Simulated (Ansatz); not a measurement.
Sn: several calculations on one system

Part 1: Scan

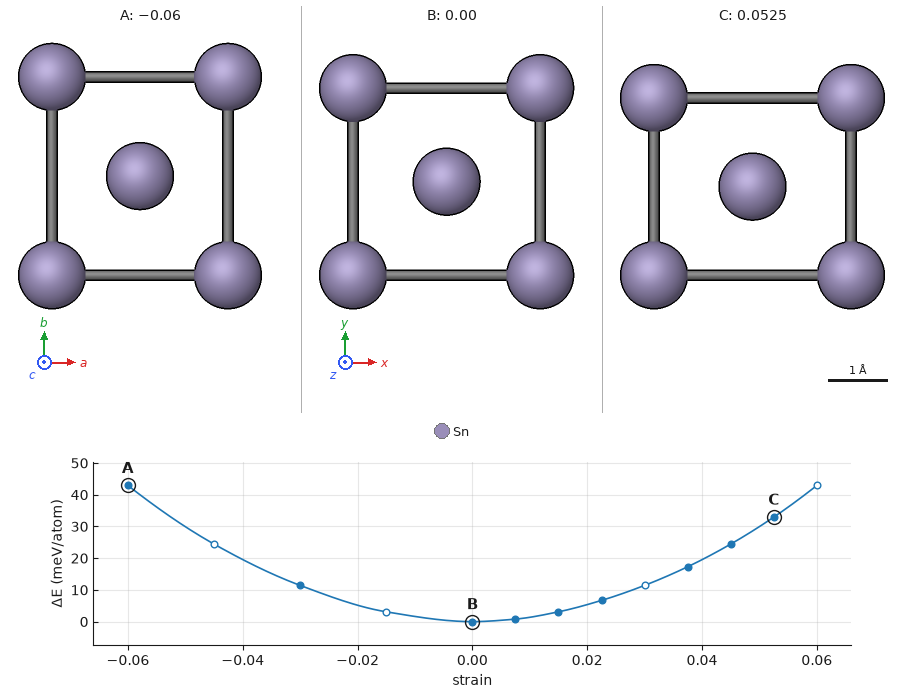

Solid Sn (I4/mmm): the cell is strained along x and oppositely along y, with the atoms kept at their fractional coordinates. x, y and z are the Cartesian axes of the input. The lettered frames are marked on the plot. Hollow markers are points alike by symmetry, not computed again. The picture is a ball-and-stick view of the conventional cell (2 times the calculation's cell), seen along the c axis. Lengths and directions refer to the drawn axes.

All numbers below come from DFT PBEsol, scalar-relativistic, plane waves, PAW (Ansatz). Settings: plane-wave cutoff 420 eV; k-point mesh 20 × 20 × 20; occupations gaussian; smearing width 0.15 eV; no spin polarisation. Energies (free energies at the smearing named) are counted from the cell as listed in its source, which wasn't relaxed.

> Describe the profile.

Of the computed points the lowest is at the strain 0.00, 0.0 meV/atom. The end points stand at 42.9 meV/atom (−0.06) and 42.9 meV/atom (0.06). The unrelaxed reference is under a pressure of −4.1 GPa. The distortion takes the space group from I4/mmm to Immm. At the strain −0.06 the cell of the drawing goes a 3.182 → 2.991 Å, b 3.182 → 3.372 Å.

The computed points:

| strain | ΔE (meV/atom) |
| --- | --- |
| −0.0600 | 42.9 |
| −0.0450 | 24.4 |
| −0.0300 | 11.4 |
| −0.0150 | 3.1 |
| 0.0000 | 0.0 |
| 0.0075 | 0.8 |
| 0.0150 | 3.1 |
| 0.0225 | 6.7 |
| 0.0300 | 11.4 |
| 0.0375 | 17.3 |
| 0.0450 | 24.4 |
| 0.0525 | 32.9 |
| 0.0600 | 42.9 |

Points that are alike by symmetry were computed once.

Part 2: Scan

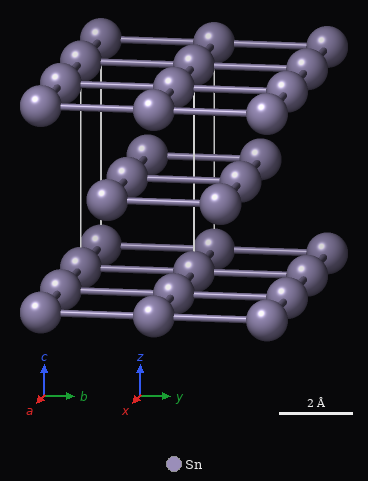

A scan of solid Sn (I4/mmm): the cell is strained equally along x and y and separately along z, with the atoms kept at their fractional coordinates. x, y and z are the Cartesian axes of the input. The picture shows the reference cell. A ball-and-stick model of the conventional cell (2 times the calculation's cell), repeated 3 × 2 × 1 with one cell outlined, seen slightly off an axis. Lengths and directions refer to the drawn axes.

Theory: DFT PBEsol, scalar-relativistic, plane waves, PAW (Ansatz). Settings: plane-wave cutoff 420 eV; k-point mesh 20 × 20 × 20; occupations gaussian; smearing width 0.15 eV; no spin polarisation. Energies (free energies at the smearing named) are counted from the cell as listed in its source, which wasn't relaxed.

Input file:
```yaml
crystal:
  lattice:
    - [-1.59075, 1.59075, 2.91565]
    - [1.59075, -1.59075, 2.91565]
    - [1.59075, 1.59075, -2.91565]
  atoms:
    - { symbol: Sn, position: [0.0, 0.0, 0.0] }
basis:
  ecutwfc: 420
kpoints:
  mp_grid: { grid: [20, 20, 20] }
hamiltonian:
  xc: pbesol
scf:
  occupations: { method: gaussian, width: 0.15 }
output:
  forces: true
  stress: true
  eigenvalues: true
  write_density: true
  write_potential: true
  elf: true
  volumetric_format: npy
```

Run as
```bash
ansatz run input.yaml --threads 1 --pin off --max-ram 2560MiB --backend cpu --events-out ev --progress --plain --runs-dir out
```

**Predict the energy profile on a grid with rows −0.030, −0.015, 0.000, 0.015, 0.030 and columns −0.030, −0.015, 0.000, 0.015, 0.030 (strain along x and y; strain along z).**

Rows: strain along x and y; columns: strain along z; values in meV/atom.

```
        −0.030  −0.015  0.000  0.015  0.030
−0.030   −37.4   −29.3  −19.3   −7.6    5.4
−0.015   −37.6   −26.8  −14.2    0.0   15.4
 0.000   −28.3   −14.9    0.0   16.4   33.9
 0.015   −11.0     5.0   22.1   40.4   59.9
 0.030    13.0    31.5   50.8   71.0   92.1
```

In pairs of (strain along x and y; strain along z): the lowest computed point lies at (−0.015, −0.030) (−37.6 meV/atom), the highest at (0.030, 0.030) (92.1 meV/atom). It lies on the edge of the grid, so the true minimum may be outside the range scanned. The pressure runs from −6.4 GPa at (0.030, 0.030) to −0.2 GPa at (−0.030, −0.030).

Part 3: Energy map

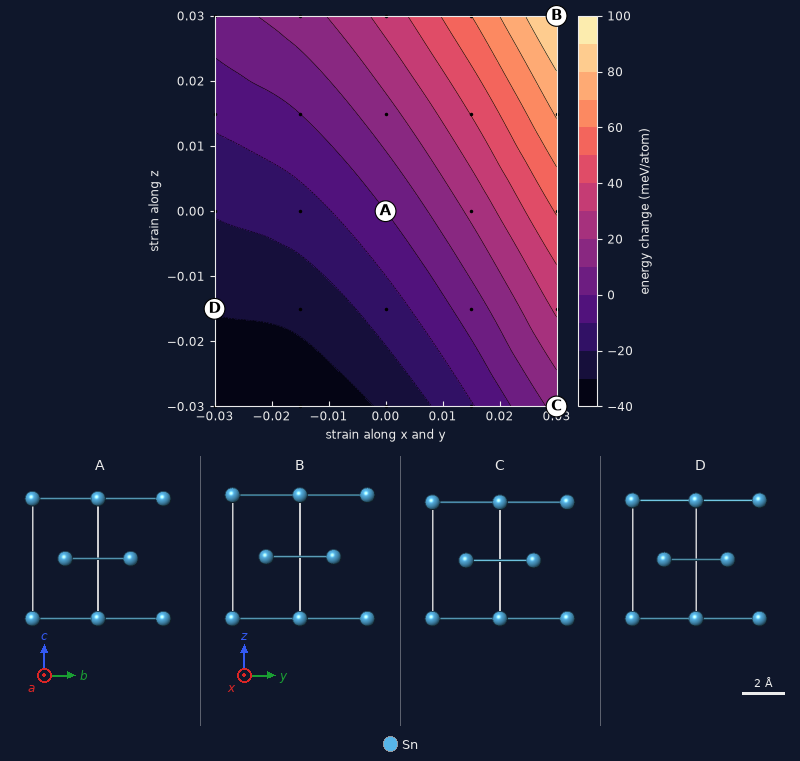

A scan of solid Sn (I4/mmm): the cell is strained equally along x and y and separately along z, with the atoms kept at their fractional coordinates. x, y and z are the Cartesian axes of the input. The map is interpolated between the computed points (dots). The lettered frames are marked on it. A ball-and-stick model of the conventional cell (2 times the calculation's cell), repeated 3 × 2 × 1 with one cell outlined, seen along the a axis. Lengths and directions refer to the drawn axes.

Method: DFT PBEsol, scalar-relativistic, plane waves, PAW (Ansatz). Settings: plane-wave cutoff 420 eV; k-point mesh 20 × 20 × 20; occupations gaussian; smearing width 0.15 eV; no spin polarisation. Energies (free energies at the smearing named) are counted from the cell as listed in its source, which wasn't relaxed.

> Describe the energy landscape.

In pairs of (strain along x and y; strain along z): the lowest computed point lies at (−0.015, −0.030) (−37.6 meV/atom), the highest at (0.030, 0.030) (92.1 meV/atom). It lies on the edge of the grid, so the true minimum may be outside the range scanned. The pressure runs from −6.4 GPa at (0.030, 0.030) to −0.2 GPa at (−0.030, −0.030). The frames lie at A (0.000, 0.000): 0.0 meV/atom, B (0.030, 0.030): 92.1 meV/atom, C (0.030, −0.030): 13.0 meV/atom, D (−0.030, −0.015): −29.3 meV/atom.
